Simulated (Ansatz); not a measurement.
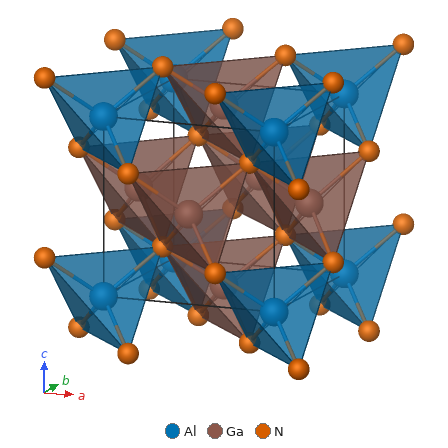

System: AlGa₃N₄, space group P-43m (No. 215). The picture shows the cell.

Input file:
```
crystal:
  lattice:
    - [4.452369079, 0.0, 0.0]
    - [0.0, 4.452369079, 0.0]
    - [0.0, 0.0, 4.452369079]
  atoms:
    - { symbol: Al, position: [0.0, 0.0, 0.0] }
    - { symbol: Ga, position: [0.5, 0.5, 0.0] }
    - { symbol: Ga, position: [0.5, 0.0, 0.5] }
    - { symbol: Ga, position: [0.0, 0.5, 0.5] }
    - { symbol: "N", position: [0.755041743, 0.755041743, 0.244958257] }
    - { symbol: "N", position: [0.755041743, 0.244958257, 0.755041743] }
    - { symbol: "N", position: [0.244958257, 0.755041743, 0.755041743] }
    - { symbol: "N", position: [0.244958257, 0.244958257, 0.244958257] }
basis:
  ecutwfc: 420
kpoints:
  mp_grid: { grid: [6, 6, 6] }
hamiltonian:
  xc: pbesol
scf:
  occupations: { method: fixed }
output:
  eigenvalues: true
phonons:
  method: dfpt
  dielectric: true
  rigid_motions: translations
  eigenvectors: true
```

Run as:
```bash
ansatz run input.yaml --threads 2 --pin off --max-ram 6144MiB --backend cpu --events-out ev --progress --plain --runs-dir out
```

Method: Born effective charges by linear response at the zone centre, in units of the proton charge, Cartesian axes of the given cell; plane waves with PAW datasets (Ansatz 0.2.0). Level: PBEsol, no spin polarisation.

```csv
setting,value
wave cutoff,420 eV
k mesh,6×6×6
occupations,fixed
pressure,2 GPa
```

Predict the mean Born effective charge of each atom. The cases: Al; Ga 1; Ga 2; Ga 3; N 1; N 2; N 3; N 4.

Ga 1, Ga 2 and Ga 3 share the largest size, 2.63 e, and the charges add up to 0.00 e. The diagonal components of each atom differ by at most 0.10 e.

| atom | mean Born effective charge (e) | Born charge xx (e) | Born charge zz (e) |
| --- | --- | --- | --- |
| Al | 2.56 | 2.562 | 2.562 |
| Ga 1 | 2.63 | 2.592 | 2.693 |
| Ga 2 | 2.63 | 2.592 | 2.592 |
| Ga 3 | 2.63 | 2.693 | 2.592 |
| N 1 | −2.61 | −2.610 | −2.610 |
| N 2 | −2.61 | −2.610 | −2.610 |
| N 3 | −2.61 | −2.610 | −2.610 |
| N 4 | −2.61 | −2.610 | −2.610 |

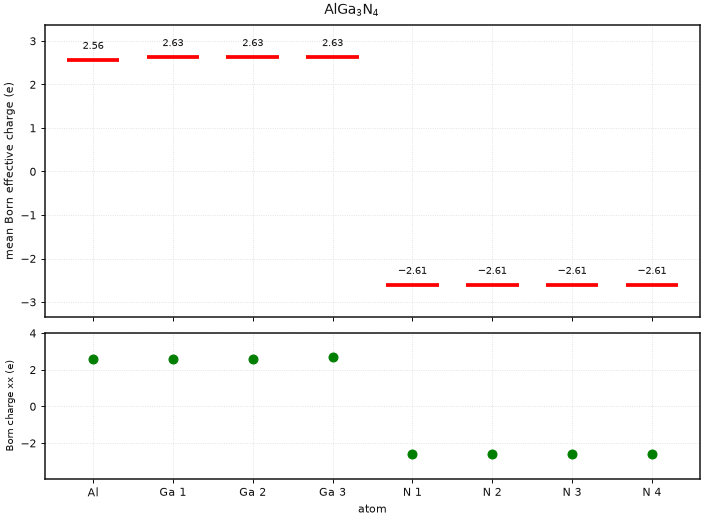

Note: field response not converged on the k mesh.
